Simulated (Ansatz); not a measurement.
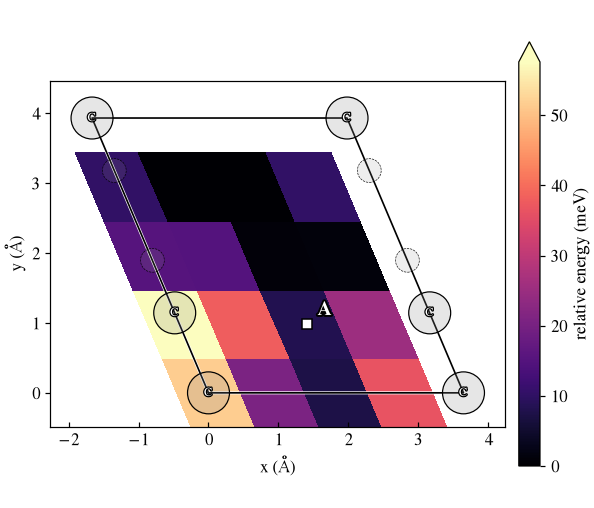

CO on a C(110) slab cut from the R-3m phase, its upper half relaxed before the scan (10 atoms of substrate and one adsorbate in a 1 × 1 cell). 
- CO (O end down) is moved over the surface cell at a fixed height above a rigid substrate; the origin of the map has the adsorbate above C9; the height is held at 3.00 Å.
- Places are given modulo a cell vector. The map is drawn in real space over the plane of the surface.
- Grid: 4 × 4 points.
- All energies are given in meV relative to the lowest grid point.
- With one adsorbate in each 1 × 1 cell, its nearest image is 3.6 Å away, so neighbouring adsorbates interact. At a fixed height the lowest place need not be the adsorption site.
- All numbers below come from DFT PBE+D3(BJ), scalar-relativistic, plane waves, PAW in Ansatz. Settings: cutoff 420 eV, k-mesh 8×7×1, gaussian smearing 0.05 eV, no spin polarisation.

In the figure: one coloured cell a grid point, labelled circles for the atoms of the top layer and small ones for the second layer, the outline of one cell of the plane, one colour for all values above the top of the scale, the point A.

**Which way does the force act at A, and how strong is it?**

A, at (2/4, 1/4) of the cell vectors, is not a stationary point. The computed force is 0.013 eV/Å in the plane, pointing up and right in the picture (components 0.010 and 0.008 eV/Å).

PAW datasets: the set soft_1.
